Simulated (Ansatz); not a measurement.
Mg12H: several calculations on one system

### Relaxation

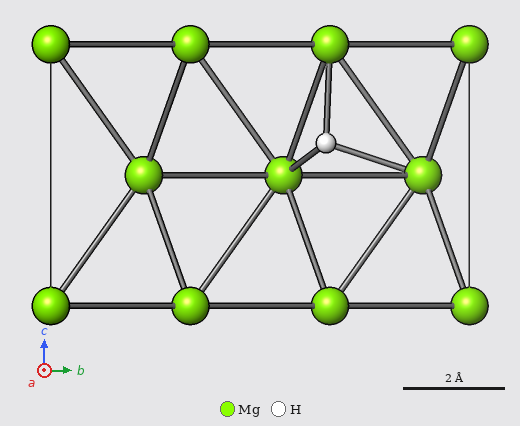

A defect cell of composition Mg₁₂H, before the relaxation. A ball-and-stick model of the cell of the calculation, seen along the a axis.

It is an interstitial H in hcp Mg. The run prepares an end point of a later path (interstitial hop) calculation, from a guessed geometry.

All numbers below come from DFT PBE-D3(BJ), scalar-relativistic, plane waves, PAW (Ansatz 0.2.0).

Input
```yaml
crystal:
  lattice:
    - [6.42, 0.0, 0.0]
    - [-4.815, 8.339825, 0.0]
    - [0.0, 0.0, 5.21304]
  atoms:
    - { symbol: Mg, position: [0.0, 0.0, 0.0] }
    - { symbol: Mg, position: [0.1666667, 0.2222222, 0.5] }
    - { symbol: Mg, position: [0.0, 0.3333333, 0.0] }
    - { symbol: Mg, position: [0.1666667, 0.5555556, 0.5] }
    - { symbol: Mg, position: [0.0, 0.6666667, 0.0] }
    - { symbol: Mg, position: [0.1666667, 0.8888889, 0.5] }
    - { symbol: Mg, position: [0.5, 0.0, 0.0] }
    - { symbol: Mg, position: [0.6666667, 0.2222222, 0.5] }
    - { symbol: Mg, position: [0.5, 0.3333333, 0.0] }
    - { symbol: Mg, position: [0.6666667, 0.5555556, 0.5] }
    - { symbol: Mg, position: [0.5, 0.6666667, 0.0] }
    - { symbol: Mg, position: [0.6666667, 0.8888889, 0.5] }
    - { symbol: H, position: [-0.0061328, 0.657309, 0.6224941] }
basis:
  ecutwfc: 420.0
kpoints:
  mp_grid: { grid: [3, 2, 3] }
hamiltonian:
  xc: pbe
  dispersion: d3bj
scf:
  occupations: { method: gaussian, width: 0.15 }
  lower_state_search: "off"
relax:
  f_tol: 0.03
  max_steps: 60
  adjacent_minimum: "off"
```

Launched with:
```bash
ansatz run input.yaml --threads 2 --pin off --max-ram 5120MiB --backend cpu --events-out ev --progress --plain --runs-dir out
```

> Predict the outcome.

The largest move is that of H13, 0.14 Å roughly along [1 1 −2]. Largest moves by element: H 0.14 Å, Mg 0.08 Å. The lattice vectors keep their values. Near-neighbour distances that change, for instance: Mg4–Mg6 3.210 → 3.356 Å, Mg6–Mg10 3.210 → 3.335 Å, Mg4–Mg10 3.210 → 3.302 Å, Mg4–Mg10 (another image) 3.210 → 3.118 Å. Bond angles that change, for instance: Mg4–H13–Mg6 108.5° → 114.3°, Mg6–H13–Mg10 108.1° → 113.1°, Mg4–H13–Mg5 110.6° → 105.7°. Over 3 geometry steps the energy falls by 43.6 meV per cell of the calculation. The largest force component goes from 0.31 to 0.025 eV/Å. The run took 26 s on 2 threads of Arm Neoverse V1, with other jobs on the host, peak memory 0.57 GiB.

Final geometry:

```
Mg H
1.0
     6.42000    0.00000    0.00000
    -4.81500    8.33982    0.00000
     0.00000    0.00000    5.21304
Mg H
12 1
Direct
  0.99874 0.99917 0.00332
  0.16134 0.21974 0.50198
  0.99980 0.33290 0.00388
  0.16901 0.54833 0.49746
  0.00115 0.66738 0.99487
  0.17149 0.89768 0.49720
  0.50088 0.99936 0.00483
  0.66971 0.22325 0.50765
  0.49635 0.33078 0.00301
  0.65536 0.54921 0.49677
  0.50019 0.66673 0.00544
  0.66848 0.88898 0.50523
  0.00137 0.66713 0.60085
```

The end point in the same view:

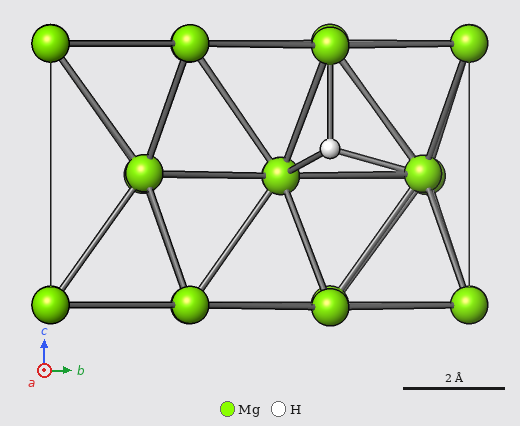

Limits of the set-up: the k-point mesh is coarse for a cell with partly filled bands; the periodic images lie only 5.2 Å apart, so the values are limited by the cell's size.

### Relaxation

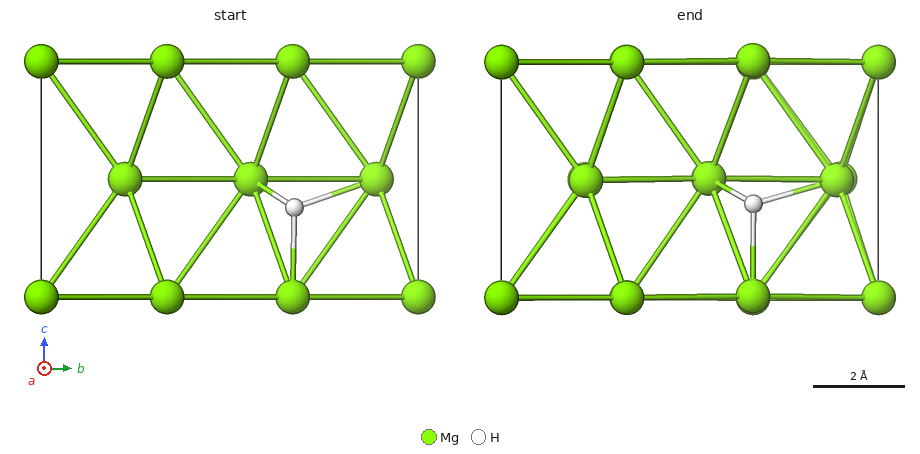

The structure of a defect cell of composition Mg12H before (left) and after (right) a relaxation, at one scale.

Style: ball-and-stick. Shown: the cell of the calculation, along the a axis.

It is an interstitial H in hcp Mg. The run prepares an end point of a later path (interstitial hop) calculation, from a guessed geometry.

Computed with Ansatz 0.2.0, DFT PBE-D3(BJ), scalar-relativistic, plane waves, PAW. (plane-wave cutoff 420 eV; k-point mesh 3 × 2 × 3; occupations gaussian; smearing width 0.15 eV; no spin polarisation; atoms relaxed in a fixed cell; force threshold 0.03 eV/Å; at most 60 steps)

What changed between the two?

The H atom moves most: 0.086 Å roughly along +c. Largest moves by element: H 0.086 Å, Mg 0.082 Å. The cell stays as it was. Near-neighbour distances that change, for instance: Mg–Mg 3.210 → 3.353 Å, Mg–Mg 3.210 → 3.333 Å, Mg–Mg 3.210 → 3.302 Å, Mg–Mg 3.210 → 3.118 Å. Bond angles that change, for instance: Mg–H–Mg 110.2° → 106.3°, Mg–H–Mg 110.8° → 113.9°, Mg–H–Mg 108.7° → 110.9°. After 3 geometry steps the energy has fallen by 37.4 meV per cell of the calculation. Largest force component: 0.35 eV/Å at the start, 0.024 eV/Å at the end. The run took 36 s on 2 threads of Arm Neoverse V1, with other jobs on the host, peak memory 0.64 GiB.

Limits of the set-up: the k-point mesh is coarse for a cell with partly filled bands; the periodic images lie only 5.2 Å apart, so the values are limited by the cell's size.

### Path

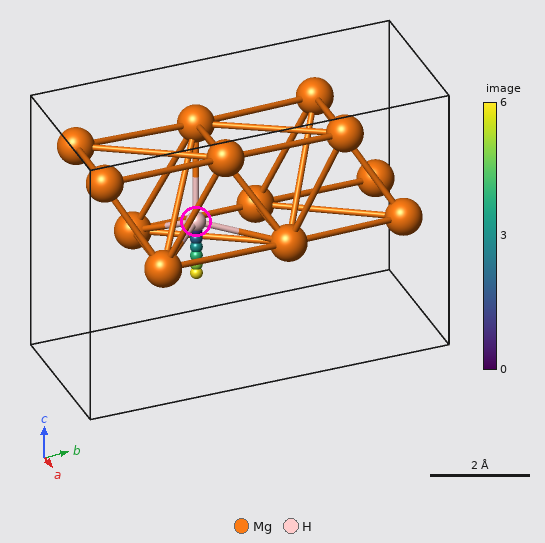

A search for the minimum-energy path of Mg with an interstitial H (13 atoms in the cell) by the nudged elastic band. Images are numbered from 0 (start) to 6 (end). The start is drawn whole; smaller spheres mark the moving atoms (H) in the later images, joined by lines and coloured by the number of the image. A ball-and-stick model of the simulation cell (origin moved), seen slightly off an axis. The moving atom is ringed, with any periodic copies. Bonds to atoms that aren't drawn are left out.

These are results of DFT PBE-D3(BJ), scalar-relativistic, plane waves, PAW (Ansatz 0.2.0), not measurements.

The input:
```yaml
crystal:
  lattice:
    - [6.42, 0.0, 0.0]
    - [-4.815, 8.339825, 0.0]
    - [0.0, 0.0, 5.21304]
  atoms:
    - { symbol: Mg, position: [-0.0012627, -0.00083224, 0.00332127] }
    - { symbol: Mg, position: [0.16133817, 0.21974393, 0.50198246] }
    - { symbol: Mg, position: [-0.00019658, 0.33289733, 0.0038785] }
    - { symbol: Mg, position: [0.16900912, 0.54833334, 0.49745627] }
    - { symbol: Mg, position: [0.00115006, 0.66737702, -0.0051282] }
    - { symbol: Mg, position: [0.17149445, 0.89767603, 0.49720198] }
    - { symbol: Mg, position: [0.50087993, -0.00063557, 0.00482754] }
    - { symbol: Mg, position: [0.66970557, 0.22325481, 0.50765267] }
    - { symbol: Mg, position: [0.49635155, 0.33077931, 0.00300986] }
    - { symbol: Mg, position: [0.65536326, 0.54921074, 0.4967694] }
    - { symbol: Mg, position: [0.50018759, 0.66672758, 0.00543945] }
    - { symbol: Mg, position: [0.66848178, 0.88898481, 0.50523196] }
    - { symbol: H, position: [0.0013652, 0.6671253, 0.60085095] }
basis:
  ecutwfc: 420.0
kpoints:
  mp_grid: { grid: [3, 2, 3] }
hamiltonian:
  xc: pbe
  dispersion: d3bj
scf:
  occupations: { method: gaussian, width: 0.15 }
  lower_state_search: "off"
neb:
  images: 5
  f_tol: 0.05
  initial_path: idpp
  max_iterations: 48
  spring: 2.0
  final_atoms:
    - { symbol: Mg, position: [-0.00021641, 0.00050238, -0.00310953] }
    - { symbol: Mg, position: [0.16324892, 0.22123163, 0.49846118] }
    - { symbol: Mg, position: [0.00017024, 0.33332605, -0.00319248] }
    - { symbol: Mg, position: [0.16968847, 0.54954277, 0.50304531] }
    - { symbol: Mg, position: [0.00078405, 0.66720032, 0.00403567] }
    - { symbol: Mg, position: [0.17233918, 0.89859619, 0.50082747] }
    - { symbol: Mg, position: [0.50133553, 0.0007574, -0.00374356] }
    - { symbol: Mg, position: [0.67028567, 0.22428001, 0.49402445] }
    - { symbol: Mg, position: [0.49791372, 0.33222959, -0.00242136] }
    - { symbol: Mg, position: [0.6561542, 0.55064698, 0.50343454] }
    - { symbol: Mg, position: [0.50048951, 0.66756794, -0.00377009] }
    - { symbol: Mg, position: [0.66849105, 0.88992726, 0.4964984] }
    - { symbol: H, position: [0.00215847, 0.66862775, 0.39536288] }
  order_check: true
```

Command:
```bash
ansatz run input.yaml --threads 2 --pin off --max-ram 5120MiB --backend cpu --events-out ev --progress --plain --runs-dir out
```

Question: What moves, how far, and at what cost in energy?

Answer: The H atom travels furthest, 1.07 Å from end to end, along −c, on a straight line. At the highest image its nearest neighbour (Mg) is 1.95 Å away, against 2.00 Å at the start, and the surrounding atoms stand up to 0.04 Å off the mean of their end positions. The barrier is about 0.047 eV in both directions, with image 3 at the top; the ends have nearly the same energy. The band converged in 4 iterations. The largest component of the band force went from 0.59 to 0.048 eV/Å. The climbing image converged on the top of the path. A check of its curvatures didn't confirm a first-order saddle.

Limits of the set-up: the k-point mesh is coarse for a cell with partly filled bands; the periodic images lie only 5.2 Å apart, so the values are limited by the cell's size.
